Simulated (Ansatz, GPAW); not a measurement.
# KBr (001), 3 units: converging a work function, part 3 of 3

How do cutoff, mesh, smearing and the dipole layer change the work function of KBr (001), 3 units? Where a layer proves gapped, the work function hangs on where the smearing puts the Fermi level, and the band edges take its place.

GPAW 26.7.0 and Ansatz 0.2.0; Ansatz plane waves; layer without images along its normal, relaxation of atoms and in-plane cell (the session's first sound run).

So far, upper work function (eV): 4.52 in steps 3, 6 and 9.

**10. Scheme Fermi-Dirac, smearing 0.01**

Level of this step: GPAW, PAW setups; slab in vacuum (GPAW).

Smearing changes the occupations near the Fermi level, and with them the level itself. Smearing helps the SCF of a metal converge, but it blurs occupations at band edges near the Fermi level.

Contents of run.py:

```python
import json
import numpy as np
from ase import Atoms
from gpaw import GPAW, PW

slab = Atoms(
    ['K', 'Br', 'K', 'Br', 'K', 'Br'],
    positions=[
        [2.33850, 2.33850, 8.06580],
        [0.00000, 0.00000, 8.00000],
        [0.00000, -0.00000, 11.37762],
        [2.33850, 2.33850, 11.37762],
        [2.33850, 2.33850, 14.68945],
        [0.00000, -0.00000, 14.75525]],
    cell=[[4.677, -0.0, 0.0], [-0.0, 4.677, 0.0], [0.0, 0.0, 22.7552]],
    pbc=[True, True, False])

slab.calc = GPAW(mode=PW(400), xc='PBE', kpts={'size': (6, 6, 1), 'gamma': True},
                 occupations={'name': 'fermi-dirac', 'width': 0.01}, nbands='160%',
                 convergence={'density': 1e-05}, maxiter=200,
                 poissonsolver={'dipolelayer': 'xy'},
                 symmetry={'tolerance': 1e-3}, txt='slab.txt')
result = {}
energy = slab.get_potential_energy()
fermi = slab.calc.get_fermi_level()
v = slab.calc.get_electrostatic_potential().mean((0, 1)) - fermi
n = slab.calc.get_pseudo_density().mean((0, 1))
L = slab.cell[2, 2]
z = np.arange(len(v)) * L / len(v)
low, high = slab.positions[:, 2].min(), slab.positions[:, 2].max()
below, above = np.interp([low - 5.8, high + 5.8], z, v)
slopes = [np.interp(x, z, np.gradient(v, z)) for x in (low - 5.8, high + 5.8)]
eps = np.array([[slab.calc.get_eigenvalues(k, s) for k in range(len(slab.calc.get_ibz_k_points()))]
                for s in range(slab.calc.get_number_of_spins())]) - fermi
top, bottom = eps[eps < 0].max(), eps[eps > 0].min()
dipole = slab.get_dipole_moment()[2]
print(f'energy {energy:.4f} eV, Fermi level {fermi:.4f} eV, dipole {dipole:.5f} e A')
print(f'potential 5.8 A off the faces, from the Fermi level: lower {below:.4f} eV, upper {above:.4f} eV')
print(f'slope of the potential there: lower {slopes[0]:.5f}, upper {slopes[1]:.5f} eV/A')
print(f'nearest levels on the mesh: {top:.4f} and {bottom:.4f} eV')
print('magnetic moment', round(slab.get_magnetic_moment(), 3))
result.update(energy=energy, fermi=fermi, dipole=dipole, below=below, above=above, slopes=slopes, edges=[top, bottom],
              z=z.tolist(), v=v.tolist(), n=n.tolist(), positions=slab.positions.tolist(),
              forces=slab.get_forces(apply_constraint=False).tolist(), moments=slab.get_magnetic_moments().tolist())
json.dump(result, open('result.json', 'w'))
```

The run is started by

```
$ OMP_NUM_THREADS=1 OPENBLAS_NUM_THREADS=1 python run.py
```

Log:

```text
energy -18.7224 eV, Fermi level -1.9877 eV, dipole 0.00102 e A
potential 5.8 A off the faces, from the Fermi level: lower 4.5311 eV, upper 4.5223 eV
slope of the potential there: lower -0.00001, upper 0.00001 eV/A
nearest levels on the mesh: -1.4626 and 2.9244 eV
magnetic moment 0.0
```

Wall time 41 s (1 thread of Intel Xeon Platinum 8559C (Emerald Rapids), shared host); peak memory 0.3 GiB.

The highest filled level lies 1.46 eV under the Fermi level, so the ionisation energy from the upper face is 4.522 + 1.46 = 5.985 eV, against 5.985 eV in the base run.

**11. Cost and result by level**

Times are for 1 thread of Intel Xeon Platinum 8559C (Emerald Rapids), shared host. The series side by side:

```
no.                                run  upper ionisation energy (eV)  time  memory (GiB)
  1                                 pw                         5.985  41 s           0.3
  2                         cutoff 700                         5.985  88 s          0.54
  3                         k mesh 9×9                         5.985  58 s          0.35
  4  scheme Fermi-Dirac, smearing 0.01                         5.985  41 s           0.3
```

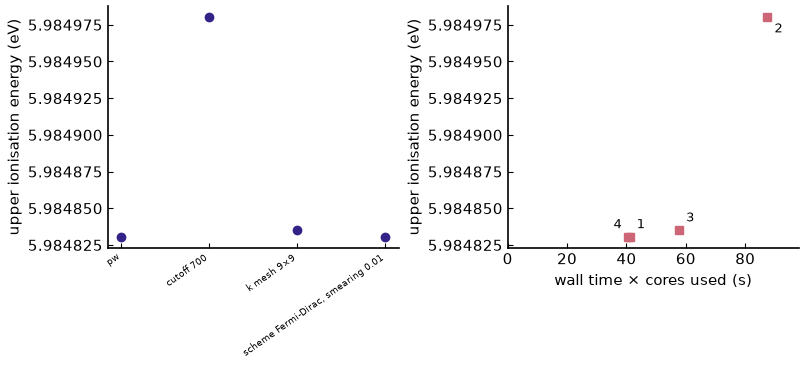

The series as plots; the last panel sets the first result against cost, with the runs numbered as in the table.

**12. Without the dipole layer**

The dipole layer is taken out and the cell repeats along the normal.

Edit run.py of step 10 so:

```diff
@@ -15,8 +15,7 @@
     cell=[[4.677, -0.0, 0.0], [-0.0, 4.677, 0.0], [0.0, 0.0, 22.7552]],
-    pbc=[True, True, False])
+    pbc=[True, True, True])
 
 slab.calc = GPAW(mode=PW(400), xc='PBE', kpts={'size': (6, 6, 1), 'gamma': True},
-                 occupations={'name': 'fermi-dirac', 'width': 0.01}, nbands='160%',
+                 occupations={'name': 'fermi-dirac', 'width': 0.05}, nbands='160%',
                  convergence={'density': 1e-05}, maxiter=200,
-                 poissonsolver={'dipolelayer': 'xy'},
                  symmetry={'tolerance': 1e-3}, txt='slab.txt')
```

Log:

```text
energy -18.7224 eV, Fermi level -1.9877 eV, dipole 0.00102 e A
potential 5.8 A off the faces, from the Fermi level: lower 4.5275 eV, upper 4.5258 eV
slope of the potential there: lower 0.00038, upper 0.00039 eV/A
nearest levels on the mesh: -1.4627 and 2.9244 eV
magnetic moment 0.0
```

Run time: 40 s. Hardware: 1 thread; peak memory 0.3 GiB.

The run finished with changed settings (dipole = false and pbc_z = true); it serves as a test.

The two runs compared:

| quantity | this run | sound run | difference |
| --- | --- | --- | --- |
| upper work function (eV) | 4.5258 | 4.5223 | 0.00356 |
| lower work function (eV) | 4.5275 | 4.5311 | -0.00356 |
| upper ionisation energy (eV) | 5.9885 | 5.9848 | 0.00367 |

**13. Side by side**

Results and costs are gathered.

This step: comparison of work functions, dipole and cost (GPAW 26.7.0).

Ladder, by row:

| step | code | work function, upper (eV) | work function, lower (eV) | dipole (e Å) | wall time (s) | peak memory (GiB) | threads |
| --- | --- | --- | --- | --- | --- | --- | --- |
| pw | GPAW | 4.522 | 4.531 | 0.001022 | 41.13 | 0.3 | 1 |
| ecut200 | GPAW | 4.525 | 4.534 | 0.00102 | 11.86 | 0.18 | 1 |
| ecut300 | GPAW | 4.528 | 4.537 | 0.001021 | 20.29 | 0.24 | 1 |
| ecut700 | GPAW | 4.524 | 4.533 | 0.001022 | 87.5 | 0.54 | 1 |
| k2 | GPAW | 4.52 | 4.529 | 0.001022 | 15.52 | 0.25 | 1 |
| k4 | GPAW | 4.522 | 4.531 | 0.001022 | 26.18 | 0.27 | 1 |
| k9 | GPAW | 4.522 | 4.531 | 0.001022 | 57.74 | 0.35 | 1 |
| smear | GPAW | 4.522 | 4.531 | 0.001022 | 40.68 | 0.3 | 1 |
| nodip | GPAW | 4.526 | 4.528 | 0.001022 | 40.35 | 0.3 | 1 |

**14. Outcome**

```
work function, upper and lower face (Fermi level placed in the gap by the smearing) : 4.522 and 4.531 eV
ionisation energy from the upper face (highest filled level on the mesh)            : 5.98 eV
electron affinity from the upper face (lowest empty Kohn-Sham level on the mesh)    : 1.60 eV
dipole along the normal                                                             : 0.00102 e Å
```

**Reading.** With plane waves and PBE the ionisation energy from the upper face is 5.98 eV and the Kohn-Sham electron affinity 1.60 eV. The levels nearest the Fermi level on the mesh lie 4.39 eV apart, so the slab is gapped there: the smearing puts the Fermi level inside the gap, and from either face the ionisation energy is the work function plus 1.5 eV. Both are Kohn-Sham levels on the mesh, and semilocal gaps are too small, so the affinity tends to come out too large and the ionisation energy too small. Work functions of a gapped slab move with the place of the Fermi level in the gap; over the runs without a planted fault the highest filled level on the mesh lies 5.95 (k2) to 5.99 eV (nodip) under the upper vacuum level. The small printed dipole stands for a step of -8.5 meV from the lower to the upper face, and the probes find -8.8 meV; values this small are near the numerical noise of both. The layer's cell and atoms come from the relaxation; spin-orbit coupling and temperature are left out.

[Logs are printed without paths, hosts, clocks, repeated set-up lines and the standing remarks that a program may print on its own settings, such as how far it seeks lower states.]

[Hosts, paths, dates, database ids (printed as entryN), source tags and the programs' standing remarks are cut or masked in the printed files.]
